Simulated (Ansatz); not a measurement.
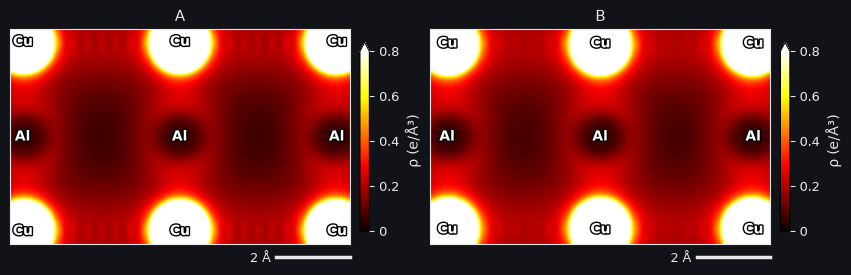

Al2Cu. The valence charge density (pseudo) of two cells that differ in size and shape, on the (101̄) plane of each (indices in the axes of the calculation cell), at one length scale and on one colour scale; one has 16.8 and the other 17.7 Å³ an atom.

Computed with Ansatz 0.2.0, DFT PBE, scalar-relativistic, plane waves, PAW.

Which is the denser cell? Describe the effect of the change.

Panel B is the smaller cell, by 5 % in volume. From the larger cell to the smaller, Al–Cu goes from 2.58 to 2.54 Å, and the density at its midpoint from 0.27 to 0.29 e/Å³; the pressure goes from −6 to −2.2 GPa.

PAW datasets: the set soft_1.
